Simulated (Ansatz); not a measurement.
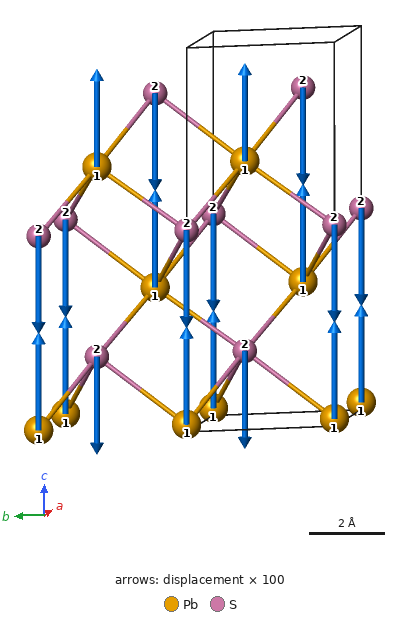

A relaxation of a crystal of PbS (set up in R3m). The starting structure is drawn; blue arrows show the displacements (the part carried along by the change of the cell is left out), 100 times their true length.

A ball-and-stick model of the conventional cell (3 times the calculation's cell), repeated 1 × 2 × 1 with one cell outlined, seen from a free direction. Lengths and directions refer to the drawn axes.

Level of theory: Ansatz 0.2.0, DFT PBE+D3(BJ), scalar-relativistic, plane waves, PAW.

Input file:
```yaml
crystal:
  lattice:
    - [2.1126617058, 1.2197458045, 3.4519162518]
    - [-2.1126617058, 1.2197458045, 3.4519162518]
    - [0.0, -2.4394916091, 3.4519162518]
  atoms:
    - { symbol: Pb, position: [0.98056578, 0.98056578, 0.98056578] }
    - { symbol: S, position: [0.47503555, 0.47503555, 0.47503555] }
basis:
  ecutwfc: 420
kpoints:
  mp_grid: { grid: [12, 12, 12] }
hamiltonian:
  xc: pbe
  dispersion: d3bj
scf:
  occupations: { method: gaussian, width: 0.02 }
output:
  forces: true
  stress: true
  eigenvalues: true
relax:
  adjacent_minimum: "off"
  f_tol: 0.005
  max_steps: 80
  cell: { stress_tol: 0.05 }
```

Launched with:
```bash
ansatz run input.yaml --threads 1 --pin off --max-ram 1228MiB --backend cpu --events-out ev --progress --plain --runs-dir out
```

What did the optimiser do to the structure, and how much energy did it gain?

Answer. The energy falls by 2.4 meV per atom in 3 accepted moves (4 points after the start). Largest force component: 0.02 eV/Å at the start, 0.0021 eV/Å at the end. Pressure: −1.12 GPa at the start and 0.00 GPa at the end. At 1 point the geometry stayed and the basis and grid were re-selected for the new cell (energy shift of 0.1 meV per atom at most each time). The largest moves relative to the cell, 0.026 Å, are those of Pb1 and S2. Pb1 goes along +c. Largest moves by element: Pb 0.026 Å, S 0.026 Å. The volume changes by −2.1 %, with a = b 4.225 → 4.195 Å (−0.7 %), c 10.356 → 10.284 Å (−0.7 %). Near-neighbour distances that change, for instance: Pb1–S2 3.022 → 2.969 Å, Pb1–S2 (another image) 2.956 → 2.965 Å. The space group (tolerance 0.01 Å) goes from R3m (No. 160) to Fm-3m (No. 225).
